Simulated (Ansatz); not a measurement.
# ZnSe (slab): what the fields show

```cif
data_structure
_symmetry_space_group_name_H-M 'P 1'
_symmetry_Int_Tables_number 1
_cell_length_a 4.0064
_cell_length_b 4.0064
_cell_length_c 24.9153
_cell_angle_alpha 90.000
_cell_angle_beta 90.000
_cell_angle_gamma 90.000
_cell_volume 399.92
loop_
_atom_site_label
_atom_site_type_symbol
_atom_site_fract_x
_atom_site_fract_y
_atom_site_fract_z
_atom_site_occupancy
Se1 Se 0.00000 0.50000 0.30102 1
Zn1 Zn 0.50000 0.50000 0.35787 1
Se2 Se 0.50000 0.00000 0.41472 1
Zn2 Zn 0.00000 0.00000 0.47157 1
Se3 Se 0.00000 0.50000 0.52843 1
Zn3 Zn 0.50000 0.50000 0.58528 1
Se4 Se 0.50000 0.00000 0.64213 1
Zn4 Zn 0.00000 0.00000 0.69898 1
```

Not relaxed (largest force 0.6 eV/Å).

Theory: DFT r2SCAN, scalar-relativistic, plane waves, PAW (Ansatz).

Core electrons are frozen (PAW), and the valence fields are smoothed inside the atomic spheres.

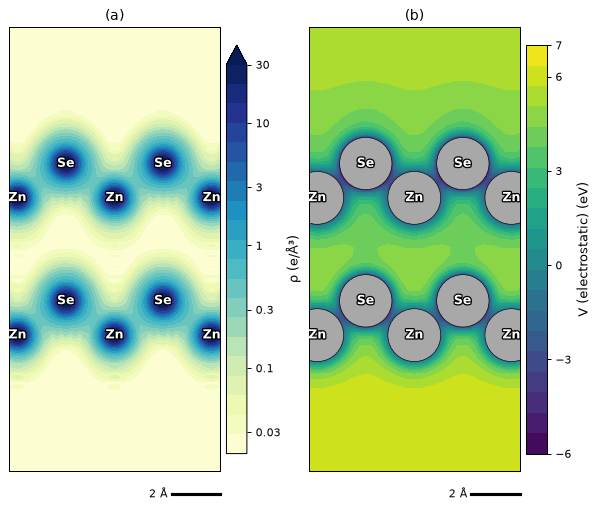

Figure 1. (a) valence charge density (pseudo); (b) electrostatic potential energy of an electron on the (100) plane of the calculation cell, a cut from vacuum to vacuum. Grey discs cover the atomic cores in the potential map.

Read the bonding off the picture.

Atoms in the plane: Zn and Se.
Zn–Se (2.45 Å): ρ is about 0.46 e/Å³ halfway.
The density dies away to nearly zero in the vacuum.

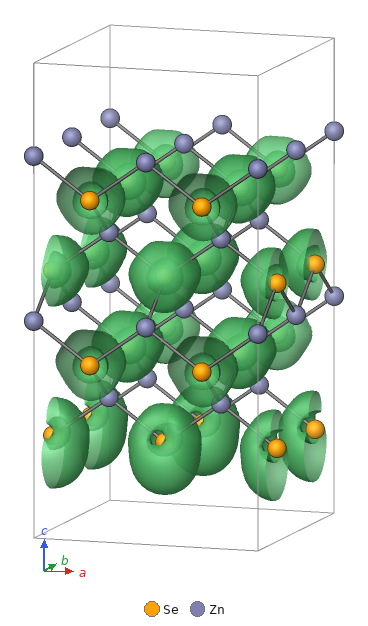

Figure 2. Isosurface of the ELF at 0.7 (green), seen slightly off an axis. Core shells and regions of very low density are left out. Sticks mark near contacts.

What do the ELF domains correspond to?

The ELF exceeds this value in four regions wrapped around Se (the valence shell of each), counted in one cell of 8 atoms. Counts are for one cell; the picture repeats the cell along the surface.


Zn–Se (2.45 Å): the ELF is about 0.60 at the midpoint.
